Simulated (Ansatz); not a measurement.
# Transmission past a defect: Al wire along [110], 5 atoms a period, Ag in place of one Al, part 3 of 5

What does the defect do to the conductance?

Ansatz 0.2.0; DFT PBE, plane waves, PAW; relaxation of a wire's period (the session's first sound run).

So far, conductance of the lead as this run defines it (G₀): step 3 (the wire at its relaxed period) 6.54.

## 4. Relaxing the junction

This step: DFT PBE, plane waves, PAW; relaxation of a junction in a wire, ends held (Ansatz 0.2.0).

System of this step: Al wire along [110], 5 atoms a period, Ag in place of one Al. The cell holds 45 atoms: 44 Al and 1 Ag. Its edges and angles: a = 10.840 Å, b = 11.085 Å, c = 23.129 Å, α = 90.0°, β = 90.0°, γ = 90.0°. Regions: held atoms, 30 atoms (30 Al); free atoms, 15 atoms (14 Al and 1 Ag). Vacuum lies along a and b. The structure's axis is c.

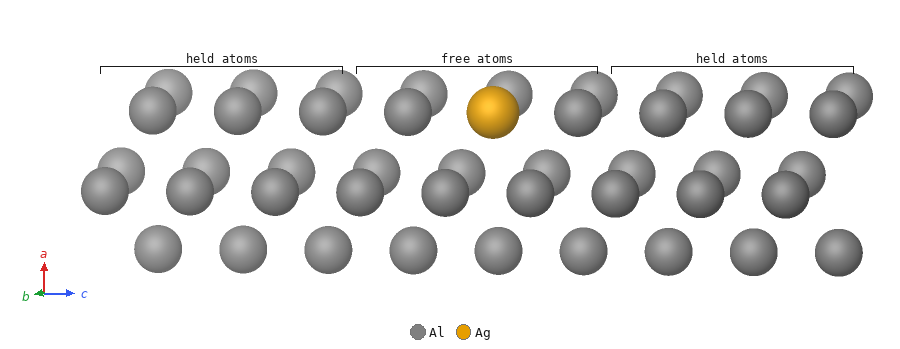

The cell of this step (aluminium grey, silver orange).

15 atoms at the defect are free to relax, while 30 stay where the perfect wire has them, so that the ends still repeat as a lead. The cutoff is set under the files' recommended one to save time.

File input.yaml:

```yaml
crystal:
  lattice:
    - [10.84, 0.0, 0.0]
    - [0.0, 11.085, 0.0]
    - [0.0, 0.0, 23.1290728532]
  atoms:
    - { symbol: Al, position: [0.511281645, 0.425366948, 0.0] }
    - { symbol: Al, position: [0.301017347, 0.511561282, 0.055555556] }
    - { symbol: Al, position: [0.72529034, 0.352338964, 0.055555556] }
    - { symbol: Al, position: [0.683834267, 0.59695371, 0.055555556] }
    - { symbol: Al, position: [0.464923265, 0.67822164, 0.0] }
    - { symbol: Al, position: [0.511281645, 0.425366948, 0.111111111] }
    - { symbol: Al, position: [0.301017347, 0.511561282, 0.166666667] }
    - { symbol: Al, position: [0.72529034, 0.352338964, 0.166666667] }
    - { symbol: Al, position: [0.683834267, 0.59695371, 0.166666667] }
    - { symbol: Al, position: [0.464923265, 0.67822164, 0.111111111] }
    - { symbol: Al, position: [0.511281645, 0.425366948, 0.222222222] }
    - { symbol: Al, position: [0.301017347, 0.511561282, 0.277777778] }
    - { symbol: Al, position: [0.72529034, 0.352338964, 0.277777778] }
    - { symbol: Al, position: [0.683834267, 0.59695371, 0.277777778] }
    - { symbol: Al, position: [0.464923265, 0.67822164, 0.222222222] }
    - { symbol: Al, position: [0.511281645, 0.425366948, 0.333333333] }
    - { symbol: Al, position: [0.301017347, 0.511561282, 0.388888889] }
    - { symbol: Al, position: [0.72529034, 0.352338964, 0.388888889] }
    - { symbol: Al, position: [0.683834267, 0.59695371, 0.388888889] }
    - { symbol: Al, position: [0.464923265, 0.67822164, 0.333333333] }
    - { symbol: Al, position: [0.511281645, 0.425366948, 0.444444444] }
    - { symbol: Al, position: [0.301017347, 0.511561282, 0.5] }
    - { symbol: Al, position: [0.72529034, 0.352338964, 0.5] }
    - { symbol: Ag, position: [0.683834267, 0.59695371, 0.5], spin: 0.3 }
    - { symbol: Al, position: [0.464923265, 0.67822164, 0.444444444] }
    - { symbol: Al, position: [0.511281645, 0.425366948, 0.555555556] }
    - { symbol: Al, position: [0.301017347, 0.511561282, 0.611111111] }
    - { symbol: Al, position: [0.72529034, 0.352338964, 0.611111111] }
    - { symbol: Al, position: [0.683834267, 0.59695371, 0.611111111] }
    - { symbol: Al, position: [0.464923265, 0.67822164, 0.555555556] }
    - { symbol: Al, position: [0.511281645, 0.425366948, 0.666666667] }
    - { symbol: Al, position: [0.301017347, 0.511561282, 0.722222222] }
    - { symbol: Al, position: [0.72529034, 0.352338964, 0.722222222] }
    - { symbol: Al, position: [0.683834267, 0.59695371, 0.722222222] }
    - { symbol: Al, position: [0.464923265, 0.67822164, 0.666666667] }
    - { symbol: Al, position: [0.511281645, 0.425366948, 0.777777778] }
    - { symbol: Al, position: [0.301017347, 0.511561282, 0.833333333] }
    - { symbol: Al, position: [0.72529034, 0.352338964, 0.833333333] }
    - { symbol: Al, position: [0.683834267, 0.59695371, 0.833333333] }
    - { symbol: Al, position: [0.464923265, 0.67822164, 0.777777778] }
    - { symbol: Al, position: [0.511281645, 0.425366948, 0.888888889] }
    - { symbol: Al, position: [0.301017347, 0.511561282, 0.944444444] }
    - { symbol: Al, position: [0.72529034, 0.352338964, 0.944444444] }
    - { symbol: Al, position: [0.683834267, 0.59695371, 0.944444444] }
    - { symbol: Al, position: [0.464923265, 0.67822164, 0.888888889] }
magnetization:
  spin_polarized: true
kpoints:
  mp_grid: { grid: [1, 1, 2] }
scf:
  occupations: { method: fermi_dirac, width: 0.1 }
hamiltonian:
  xc: pbe
relax:
  constraints:
    - { sites: [0, 1, 2, 3, 4, 5, 6, 7, 8, 9, 10, 11, 12, 13, 14, 30, 31, 32, 33, 34, 35, 36, 37, 38, 39, 40, 41, 42, 43, 44] }
  f_tol: 0.06
  max_steps: 35
basis:
  ecutwfc: "350 eV"
```

Launch:

```console
$ ansatz run input.yaml --threads 4 --pin off --max-ram 16384MiB --backend cpu --events-out ev --progress --plain --runs-dir out
```

Numbers of over 12 decimals in the logs are rounded to 6 here.

The log of the run:

```text
[...]
Warning: crystal.symmetry: narrowed to the stabiliser of the relax constraints — unitary ops 2 → 1; lowered at sites 15, 19, 30, 34 (the operations that carried what is held of a site onto what its image site leaves free; the constrained walk keeps no symmetry that its constraints do not admit)
[...]
Crystal: 45 atoms, lattice volume = 2779.222 Å³
Basis set: ecut = 350 eV, 41303 PW (Γ), exchange–correlation on 144×144×288 points (8 copies of the dense FFT grid, shifted against one another)
Bands: 121, of which v1, the nominal top of the filled ones, is band 76 counted from 1 (75 counted from 0)
Symmetry: 1 space group operations
k-points: 2
[...]
Starting moments: Σ|m| = 0.3 μB on 1 of 45 sites
[...]
SCF iter   1: F=—  HF=-31224.739214 eV  |F-HF|=—  |Δ(HF+E_count)|=         —  Δρ=1.18e-2 (↑1.18e-2 ↓1.05e-2)  dr2=6.18e1  dr2_m=5.39e-2  M=0.034 μB ∫|m|=0.065 μB  β_m=0.30  ethr=3.10e-3  ⟨swp⟩=9.0  Hψ=3031  notcnv=0  defer=2
[...]
spin=Collinear: LDOS preconditioning applied to the charge; magnetization (m = ρ↑ − ρ↓) channel mixes plain (no charge-response kernel on spin).
SCF iter   2: F=—  HF=-31216.355145 eV  |F-HF|=—  |Δ(HF+E_count)|=    8.38e0  Δρ=7.41e-3 (↑7.41e-3 ↓6.50e-3)  dr2=2.09e1  dr2_m=3.36e-2  M=0.021 μB ∫|m|=0.085 μB  β_m=0.30  ethr=3.10e-3  ⟨swp⟩=3.0  Hψ=1145  notcnv=0  defer=10
[...]
SCF iter   7: F=—  HF=-31212.041718 eV  |F-HF|=—  |Δ(HF+E_count)|=   1.97e-3  Δρ=2.55e-4 (↑2.31e-4 ↓2.55e-4)  dr2=6.84e-4  dr2_m=1.43e-3  M=0.004 μB ∫|m|=0.010 μB  β_m=0.30  ethr=3.04e-6  ⟨swp⟩=2.0  Hψ=770  notcnv=0  defer=12
[...]
spin-set hold released at iteration 7 (site moments contracting): the magnetisation degrees of freedom join the quasi-Newton model from the next iteration; the mixer history was flushed
SCF iter   8: F=—  HF=-31212.041911 eV  |F-HF|=—  |Δ(HF+E_count)|=   1.93e-4  Δρ=1.79e-4 (↑1.74e-4 ↓1.79e-4)  dr2=3.63e-4  dr2_m=7.59e-4  M=0.003 μB ∫|m|=0.008 μB  β_m=0.65  ethr=4.53e-7  ⟨swp⟩=2.0  Hψ=549  notcnv=0  defer=12
[...]
SCF iter  10: F=-31212.042219 eV  HF=-31212.042218 eV  |F-HF|=1.21e-6  |Δ(HF+E_count)|=   3.02e-6  Δρ=6.15e-6 (↑4.98e-6 ↓6.15e-6)  dr2=5.37e-6  dr2_m=1.28e-7  M=0.000 μB ∫|m|=0.001 μB  ethr=2.64e-8  ⟨swp⟩=4.0  Hψ=1183  notcnv=0
WARN: the starting moments were not kept: the SCF closed with an absolute magnetisation of 1.1e-3 μB, where they sum to 0.3 μB in size (1 site). That is at most 0.1 of that sum. Measured as dr2_m measures the in/out step, that magnetisation stands 8.9e-9 eV from none, at or under the dr2_threshold of 9.0e-5 eV: it is no larger than a step whose dr2_m would equal this threshold. The system may hold no moment; this SCF [...]
SCF 1 converged in 10 iterations: F = -31212.042219 eV  dr2 = 5.37e-6
[...]
relax step   1: F+E_penalty+E_count = -31212.04221929 eV  Δ(F+E_penalty+E_count) = +0.000e0 eV  max|allowed force component| = 3.421e-1 eV/Å  Δτ_max = 0.0000 Å  (10 SCF iters, dr2 threshold 9.00e-5 eV, accepted)
[...]
Starting moments: Σ|m| = 0.3 μB on 1 of 45 sites; this step starts from the density that it was given
[...]
SCF iter   7: F=-31212.107713 eV  HF=-31212.107713 eV  |F-HF|=2.31e-8  |Δ(HF+E_count)|=   7.75e-7  Δρ=7.21e-7 (↑7.21e-7 ↓7.06e-7)  dr2=5.80e-8  dr2_m=3.56e-9  M=-0.000 μB ∫|m|=0.000 μB  ethr=8.45e-10  ⟨swp⟩=1.0  Hψ=1261  notcnv=0
the starting moments were not kept: the SCF closed with an absolute magnetisation of 3.2e-4 μB, where they sum to 0.3 μB in size (1 site). That is at most 0.1 of that sum. Measured as dr2_m measures the in/out step, that magnetisation stands 7.5e-10 eV from none, at or under the dr2_threshold of 7.3e-6 eV: it is no larger than a step whose dr2_m would equal this threshold.
SCF 2 converged in 7 iterations: F = -31212.107713 eV  dr2 = 5.80e-8
relax step   2: F+E_penalty+E_count = -31212.10771346 eV  Δ(F+E_penalty+E_count) = -6.549e-2 eV  max|allowed force component| = 1.475e-1 eV/Å  Δτ_max = 0.1634 Å  (7 SCF iters, dr2 threshold 7.31e-6 eV, accepted)
SCF iter   1: F=—  HF=-31212.157811 eV  |F-HF|=—  |Δ(HF+E_count)|=         —  Δρ=1.26e-3 (↑1.26e-3 ↓7.14e-4)  dr2=1.65e-1  dr2_m=6.95e-3  M=-0.002 μB ∫|m|=0.017 μB  β_m=0.30  ethr=1.30e-3  ⟨swp⟩=5.5  Hψ=1278  notcnv=0  defer=6
[...]
SCF iter   9: F=-31212.132116 eV  HF=-31212.132116 eV  |F-HF|=1.31e-10  |Δ(HF+E_count)|=   6.45e-9  Δρ=1.25e-7 (↑1.25e-7 ↓1.25e-7)  dr2=2.64e-9  dr2_m=1.21e-10  M=-0.000 μB ∫|m|=0.000 μB  ethr=2.33e-11  ⟨swp⟩=1.2  Hψ=1334  notcnv=0
[...]
SCF 3 converged in 9 iterations: F = -31212.132116 eV  dr2 = 2.64e-9
relax step   3: F+E_penalty+E_count = -31212.13211563 eV  Δ(F+E_penalty+E_count) = -2.440e-2 eV  max|allowed force component| = 5.994e-2 eV/Å  Δτ_max = 0.1744 Å  (9 SCF iters, accepted)
[...]
relax step   4: F+E_penalty+E_count = -31212.13999084 eV  Δ(F+E_penalty+E_count) = -7.875e-3 eV  max|allowed force component| = 3.922e-2 eV/Å  Δτ_max = 0.0804 Å  (8 SCF iters, accepted)
SCF iter   1: F=—  HF=-31212.162880 eV  |F-HF|=—  |Δ(HF+E_count)|=         —  Δρ=9.30e-4 (↑9.30e-4 ↓5.83e-4)  dr2=1.23e-1  dr2_m=3.10e-3  M=-0.001 μB ∫|m|=0.010 μB  β_m=0.30  ethr=7.93e-4  ⟨swp⟩=4.0  Hψ=1260  notcnv=0  defer=6
[...]
SCF iter   9: F=-31212.145049 eV  HF=-31212.145049 eV  |F-HF|=1.84e-8  |Δ(HF+E_count)|=   1.32e-8  Δρ=1.56e-7 (↑1.35e-7 ↓1.56e-7)  dr2=2.22e-8  dr2_m=6.18e-11  M=-0.000 μB ∫|m|=0.000 μB  ethr=6.62e-11  ⟨swp⟩=3.2  Hψ=1059  notcnv=0
[...]
SCF 5 converged in 9 iterations: F = -31212.145049 eV  dr2 = 2.22e-8
relax step   5: F+E_penalty+E_count = -31212.14504884 eV  Δ(F+E_penalty+E_count) = -5.058e-3 eV  max|allowed force component| = 3.077e-2 eV/Å  Δτ_max = 0.1509 Å  (9 SCF iters, accepted)
SCF converged after 9 iterations
Magnetization: -0.0000 μB (75.5000 up, 75.5000 down)
Absolute magnetization: 0.0001 μB (∫|ρ↑−ρ↓|, with the PAW one-centre terms)
[...]
Per-site moments (μB) at R_I (Å): [(-3.0711542728911256e-7, 1.060083), (-2.4853914017190134e-7, 1.060083), (-1.6416542712162538e-7, 1.060083), (-2.7293416682489767e-7, 1.060083), (-1.1140256501404601e-7, 1.060083), (2.5416356066400347e-8, 1.060083), (-4.6618150123879636e-8, 1.060083), (3.988249682307641e-7, 1.060083), (2.9875716086546373e-7, 1.060083), (-2.2642900814330977e-7, 1.060083), (-3.7139337459398805e-8, 1.06 [...]
Free energy (F): -31212.145049 eV
[...]
Internal energy: -31211.459971 eV  (E = F + TS)
E sigma→0 (E₀):  -31211.802510 eV
Entropy (-TS):   -0.685078 eV (-15.224 meV/atom)
Fermi energy:    -0.797919 eV
[...]
--- Forces (eV/Å), atoms counted from 1 ---
  atom   1  Al    -0.04854001    -0.00482114    -0.00222761
  atom   2  Al    -0.01124317    -0.02499014     0.00230003
  atom   3  Al    -0.00846063    -0.00955785     0.04138698
  atom   4  Al    -0.02927357     0.01760545     0.05225107
  atom   5  Al    -0.00134044     0.01694190     0.00113248
  atom   6  Al    -0.02051669    -0.04023271    -0.03205174
  atom   7  Al    -0.00611370    -0.04241428     0.04334327
  atom   8  Al     0.04989532    -0.05013705    -0.03677845
  atom   9  Al     0.02491104     0.06347036    -0.05446148
  atom  10  Al     0.06697809     0.04565773     0.01369131
  atom  11  Al    -0.01042531    -0.04088003     0.06841530
  atom  12  Al    -0.04832670     0.01892408    -0.11785692
  atom  13  Al    -0.02167612     0.01045112     0.02201850
  atom  14  Al     0.06922079     0.02374745     0.11581196
  atom  15  Al    -0.00721944     0.02528384    -0.02641882
  atom  16  Al    -0.00963665    -0.01382930    -0.00112583
  atom  17  Al    -0.00834166    -0.00558048     0.00434263
  atom  18  Al     0.00256120    -0.00345223     0.00854004
  atom  19  Al    -0.00437490     0.01604749    -0.01404806
  atom  20  Al    -0.00171680     0.00115042     0.00669388
  atom  21  Al     0.00072525    -0.00908416    -0.00801873
  atom  22  Al     0.00068144    -0.00445573     0.00211446
  atom  23  Al     0.00104504    -0.01580809    -0.00060533
  atom  24  Ag     0.03076652    -0.01106595    -0.00147627
  atom  25  Al    -0.00318668     0.01739516     0.00159739
  atom  26  Al     0.00516614    -0.00833756     0.00789628
  atom  27  Al    -0.00567551     0.00052072    -0.00369755
  atom  28  Al     0.00749065    -0.00052083    -0.01283675
  atom  29  Al    -0.00321477     0.01805824     0.01290331
  atom  30  Al    -0.00290246     0.01631185    -0.00145188
  atom  31  Al    -0.14266293     0.05288325    -0.00520166
  atom  32  Al     0.00860843     0.00441565     0.10573835
  atom  33  Al     0.02796046    -0.01363133    -0.00979749
  atom  34  Al     0.07348596     0.03225945    -0.12893925
  atom  35  Al    -0.00333102    -0.02130604     0.06114025
  atom  36  Al    -0.01972390    -0.03823818    -0.05877784
  atom  37  Al    -0.00821677    -0.04568213    -0.04505691
  atom  38  Al     0.05013962    -0.04954536     0.04013763
  atom  39  Al     0.02153724     0.06201659     0.05081023
  atom  40  Al    -0.00764838     0.02220626    -0.01975311
  atom  41  Al    -0.01928920    -0.04268220     0.03554441
  atom  42  Al    -0.01423458    -0.02480350    -0.00222963
  atom  43  Al    -0.01195561    -0.00701695    -0.04185270
  atom  44  Al    -0.02774604     0.01596678    -0.05340074
  atom  45  Al     0.06592661     0.04674810    -0.01974576
  max |Σ_I F_I| component: 1.06e-4 eV/Å
--- Relaxed structure (5 steps of the walk, 5 accepted, 0 SCFs on fresh bases) ---
  F+E_penalty+E_count = -31212.14504884 eV   max|allowed force component| = 3.077e-2 eV/Å
  atoms:
    - { symbol: Al, position: [0.511281645, 0.425367, 0.0] }
    - { symbol: Al, position: [0.301017347, 0.511561, 0.055556] }
    - { symbol: Al, position: [0.72529034, 0.352339, 0.055556] }
    - { symbol: Al, position: [0.683834267, 0.596954, 0.055556] }
    - { symbol: Al, position: [0.464923265, 0.67822164, 0.0] }
    - { symbol: Al, position: [0.511281645, 0.425367, 0.111111] }
    - { symbol: Al, position: [0.301017347, 0.511561, 0.166667] }
    - { symbol: Al, position: [0.72529034, 0.352339, 0.166667] }
    - { symbol: Al, position: [0.683834267, 0.596954, 0.166667] }
    - { symbol: Al, position: [0.464923265, 0.67822164, 0.111111] }
    - { symbol: Al, position: [0.511281645, 0.425367, 0.222222] }
    - { symbol: Al, position: [0.301017347, 0.511561, 0.277777778] }
    - { symbol: Al, position: [0.72529034, 0.352339, 0.277777778] }
    - { symbol: Al, position: [0.683834267, 0.596954, 0.277777778] }
    - { symbol: Al, position: [0.464923265, 0.67822164, 0.222222] }
    - { symbol: Al, position: [0.508044, 0.427442, 0.333440] }
    - { symbol: Al, position: [0.289994, 0.515712, 0.388456] }
    - { symbol: Al, position: [0.713434, 0.343270, 0.389005] }
    - { symbol: Al, position: [0.672097, 0.589218, 0.389289] }
    - { symbol: Al, position: [0.464279, 0.679019, 0.332843] }
    - { symbol: Al, position: [0.486002, 0.407508, 0.444088] }
    - { symbol: Al, position: [0.281404, 0.504692, 0.500071] }
    - { symbol: Al, position: [0.702518, 0.337623, 0.499879] }
    - { symbol: Ag, position: [0.643901, 0.585390, 0.499914] }
    - { symbol: Al, position: [0.448444, 0.675842, 0.443504] }
    - { symbol: Al, position: [0.487237, 0.407354, 0.555952] }
    - { symbol: Al, position: [0.291875, 0.513412, 0.611643] }
    - { symbol: Al, position: [0.716076, 0.343130, 0.610782] }
    - { symbol: Al, position: [0.673041, 0.588619, 0.610540] }
    - { symbol: Al, position: [0.448422, 0.675555, 0.556218] }
    - { symbol: Al, position: [0.511281645, 0.425367, 0.666667] }
    - { symbol: Al, position: [0.301017347, 0.511561, 0.722222222] }
    - { symbol: Al, position: [0.72529034, 0.352339, 0.722222222] }
    - { symbol: Al, position: [0.683834267, 0.596954, 0.722222222] }
    - { symbol: Al, position: [0.464923265, 0.67822164, 0.666667] }
    - { symbol: Al, position: [0.511281645, 0.425367, 0.777778] }
    - { symbol: Al, position: [0.301017347, 0.511561, 0.833333] }
    - { symbol: Al, position: [0.72529034, 0.352339, 0.833333] }
    - { symbol: Al, position: [0.683834267, 0.596954, 0.833333] }
    - { symbol: Al, position: [0.464923265, 0.67822164, 0.777778] }
    - { symbol: Al, position: [0.511281645, 0.425367, 0.888889] }
    - { symbol: Al, position: [0.301017347, 0.511561, 0.944444444] }
    - { symbol: Al, position: [0.72529034, 0.352339, 0.944444444] }
    - { symbol: Al, position: [0.683834267, 0.596954, 0.944444444] }
    - { symbol: Al, position: [0.464923265, 0.67822164, 0.888889] }
```

Wall time 2.1 min (4 threads of Arm Neoverse V1, shared host); peak memory 4.8 GiB; 7.9 min of CPU time.

Step by step:

| step | energy less that of the first step (eV) | largest force component (eV/Å) |
| --- | --- | --- |
| 1 | 0.0000 | 0.3421 |
| 2 | -0.0655 | 0.1475 |
| 3 | -0.0899 | 0.0599 |
| 4 | -0.0978 | 0.0392 |
| 5 | -0.1028 | 0.0308 |

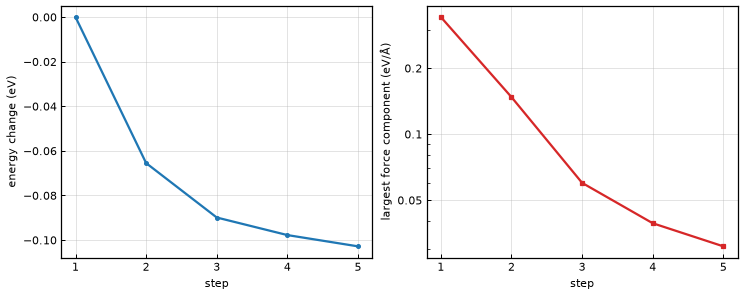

Energy and largest force along the relaxation.

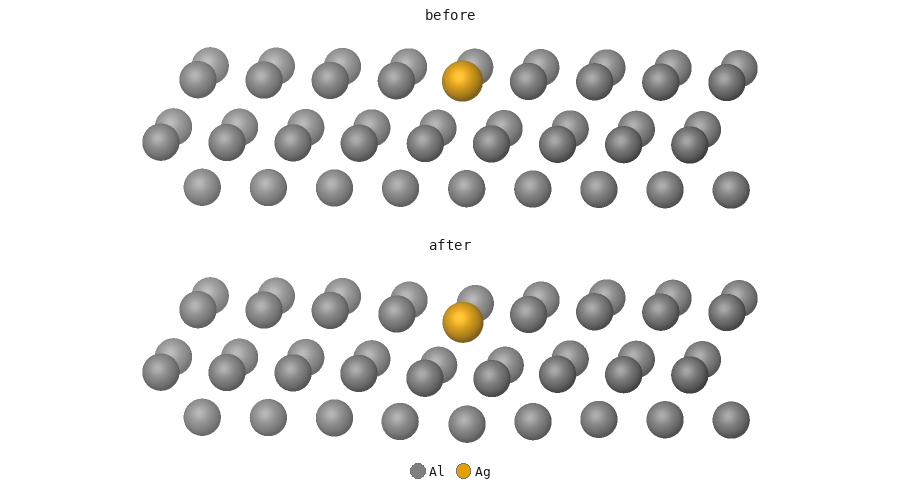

The structure before and after the relaxation, drawn at the same scale.

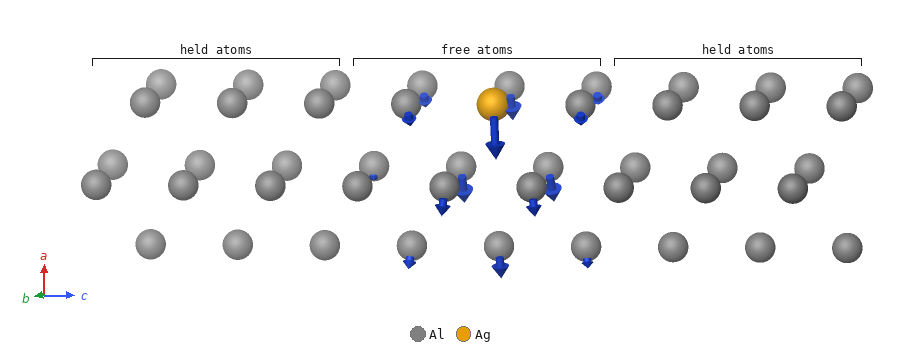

Displacements in the relaxation, exaggerated; the longest in the cell stands for 0.45 Å.

The atoms that moved most (Å):

| atom | dx | dy | dz | length |
| --- | --- | --- | --- | --- |
| Ag24 | -0.433 | -0.128 | -0.002 | 0.451 |
| Al21 | -0.274 | -0.198 | -0.008 | 0.338 |
| Al26 | -0.261 | -0.200 | 0.009 | 0.328 |
| Al23 | -0.247 | -0.163 | -0.003 | 0.296 |
| Al22 | -0.213 | -0.076 | 0.002 | 0.226 |
| Al30 | -0.179 | -0.030 | 0.015 | 0.182 |
| Al25 | -0.179 | -0.026 | -0.022 | 0.182 |
| Al18 | -0.129 | -0.101 | 0.003 | 0.163 |

Numbers from this step:

```
energy at zero smearing : -31211.8025 eV
```

The largest force component on a free atom ends at 0.031 eV/Å, under the limit of 0.06. Ag ends nearest to Al at 2.58 Å, Al at 2.58 Å, Al at 2.68 Å, Al at 2.68 Å, Al at 2.82 Å, Al at 2.91 Å and Al at 2.91 Å.

(Part 3 of 5 ends here.)

[Logs are printed without paths, hosts, clocks, repeated set-up lines and the standing remarks that a program may print on its own settings, such as how far it seeks lower states.]

[Hosts, paths, dates, database ids (printed as entryN), source tags and the programs' standing remarks are cut or masked in the printed files.]
